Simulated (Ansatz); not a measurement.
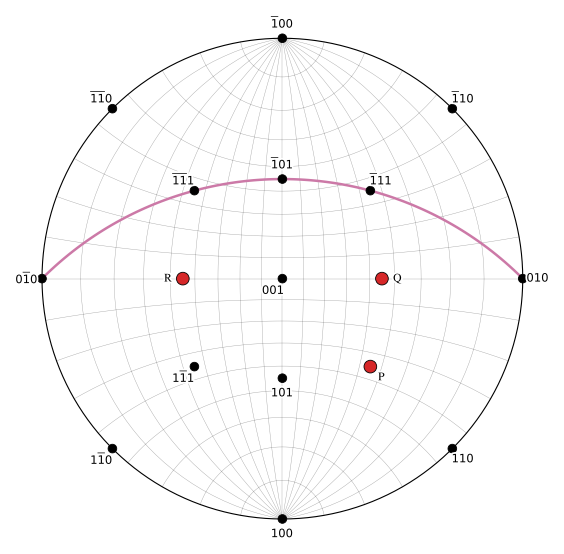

Crystal: AlCu3, the input geometry of an electronic-structure calculation (not necessarily at equilibrium). Stereographic projection of plane normals (upper hemisphere) centred on (0 0 1). Symmetry computed with spglib at a tolerance of 0.002 Å; standard conventional cell.

a = 5.781 Å, b = 5.781 Å, c = 5.781 Å, α = 90.00°, β = 90.00°, γ = 90.00°.

### Index the poles marked P, Q, R.

P is (1 1 1), 54.7° from the centre; Q is (0 1 1), 45.0° from the centre; R is (0 −1 1), 45.0° from the centre.

### Which zone does the coloured great circle trace?

The zone [1 0 1]: its poles satisfy h + l = 0.

### What is the angle between the normals of (1 −1 1) and (−1 1 0), and what are their d_hkl = 1/|g|?

144.7°; d = 3.338 Å and 4.088 Å.
